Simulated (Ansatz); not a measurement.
# Ta$_{3}$H (slab): what the fields show

Input file:

```
crystal:
  lattice:
    - [2.8743098521, 0.0, 0.0]
    - [-0.958103284, 2.7099253168, 0.0]
    - [0.0, 0.0, 20.0266897122]
  atoms:
    - { symbol: Ta, position: [0.5, 0.5, 0.1997334586] }
    - { symbol: Ta, position: [0.0, 0.0, 0.3127671377] }
    - { symbol: Ta, position: [0.5, 0.5, 0.4257663066] }
    - { symbol: H, position: [0.5, 0.8333333333, 0.5041337209] }
basis:
  ecutwfc: 420
kpoints:
  mp_grid: { grid: [10, 10, 1] }
hamiltonian:
  xc: pbe
  pseudopotentials: { kind: paw, azcp: { folder: soft_1 } }
scf:
  occupations: { method: gaussian, width: 0.1 }
output:
  forces: true
  eigenvalues: true
  write_density: true
  write_potential: true
  elf: true
  volumetric_format: npy
relax:
  adjacent_minimum: "off"
  f_tol: 0.025
  max_steps: 16
  constraints: [{ sites: [0, 1, 2] }, { sites: [3], fix: xy }]
efield:
  axis: 3
  dipole_correction: true
  ramp_width: 0.04
```

Launched as:

```sh
ansatz run input.yaml --threads 1 --pin off --max-ram 3072MiB --backend cpu --events-out ev --progress --plain --runs-dir out
```

The fields are those of the run's last geometry, not of the input's.

A point of a scan over the structure, not its minimum; not relaxed (largest force 1.2 eV/Å); PAW files of the earlier set (soft_1).

The calculation used DFT PBE, scalar-relativistic, plane waves, PAW (Ansatz 0.2.0).

The density is the valence pseudo-density of a PAW calculation; it isn't the true density close to the nuclei.

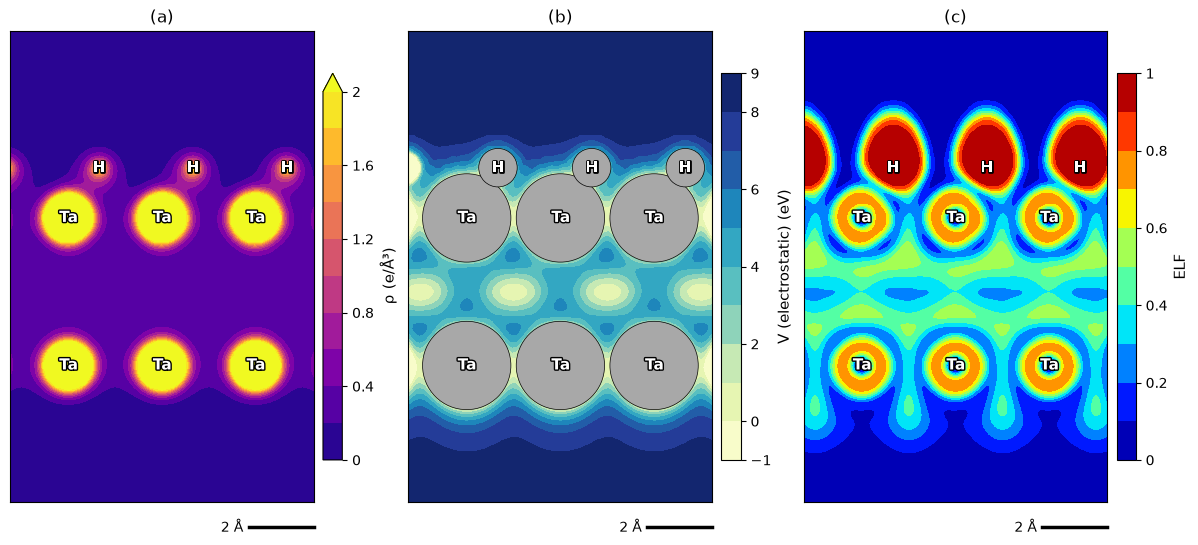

Figure 1. (a) valence charge density (pseudo); (b) electrostatic potential (local pseudopotential plus Hartree) felt by an electron; (c) electron localisation function on the (100) plane of the calculation cell, a cut from vacuum to vacuum. Grey discs cover the atomic cores in the potential map.

What does the map show?

- The section cuts through Ta and H sites.
- Ta–H (1.82 Å): the density is about 1 e/Å³ at the midpoint; the ELF climbs to about 1 towards the hydrogen.
- Ta–Ta (2.87 Å): ρ at the midpoint is about 0.31 e/Å³; the ELF is about 0.35 at the midpoint.
- The density dies away to nearly zero in the vacuum.
- The features right at Ta lie inside the PAW spheres, where the map follows smoothed inner orbitals and isn't to be read closely.
- Outside the cores the potential energy rises away from the atoms and is highest in the vacuum; its zero is arbitrary.

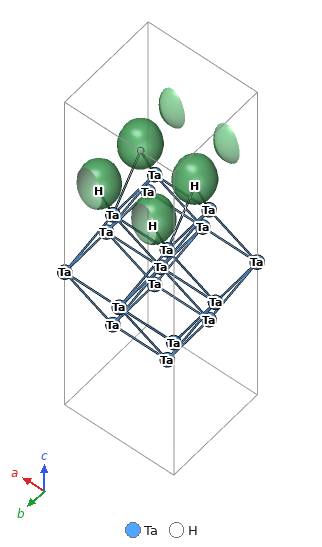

Figure 2. Isosurface of the ELF at 0.9 (green), seen at an oblique angle. Only the valence region is drawn (cores and ρ < 0.01 e/Å³ removed). Sticks mark near contacts.

What do the ELF domains correspond to?

The surface consists of one region around a hydrogen nucleus, counted in one cell of 4 atoms. Counts are for one cell; the picture repeats the cell along the surface. Along the contacts the grid gives the following. Ta–Ta (2.81 Å): the ELF is about 0.30 at the midpoint (no shared electron pair shows on this line).

Metal or insulator at this level of theory?

It is gapless in this calculation (a metal or semimetal).
